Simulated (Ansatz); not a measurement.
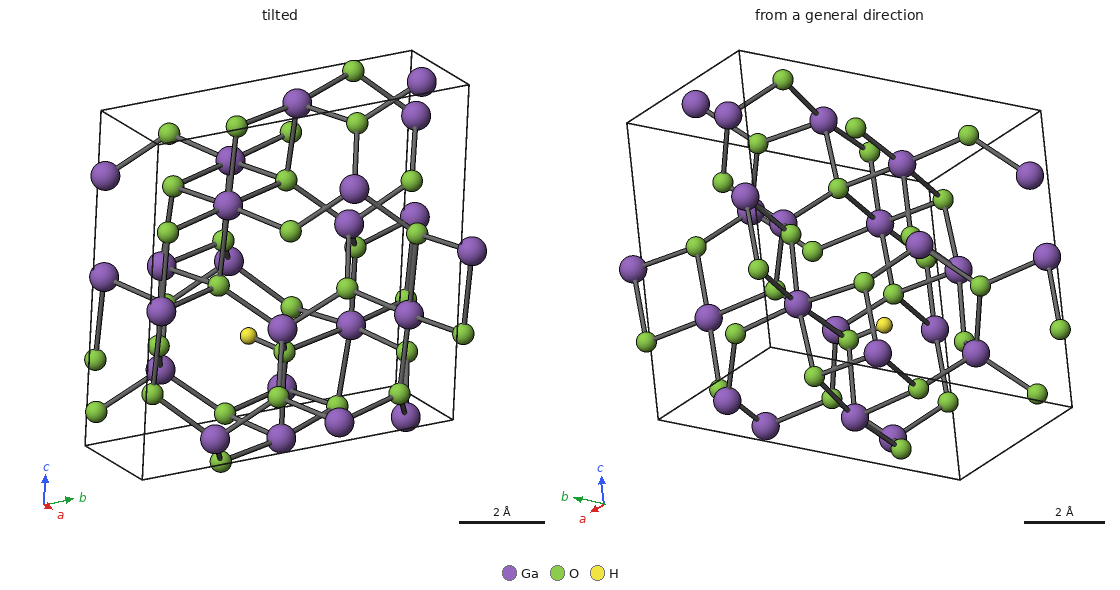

A ball-and-stick rendering, viewed slightly off an axis and from a general direction. Atoms at the boundary of the supercell (the box) are drawn once for each face, edge or corner they touch. The host is Ga₂O₃, in a cell of 40 sites, and the cell carries a charge of +1.

Question: What kind of defect was put in?

Answer: An interstitial hydrogen atom. It is bonded to one O at about 1.0 Å.

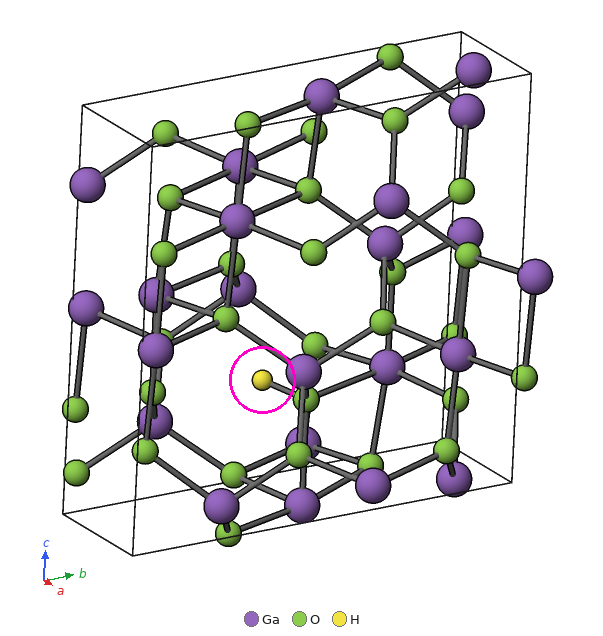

The same cell with a ring at the defect's site.

The atoms were relaxed in the host's cell with Ansatz, DFT PBE, scalar-relativistic, plane waves, PAW.
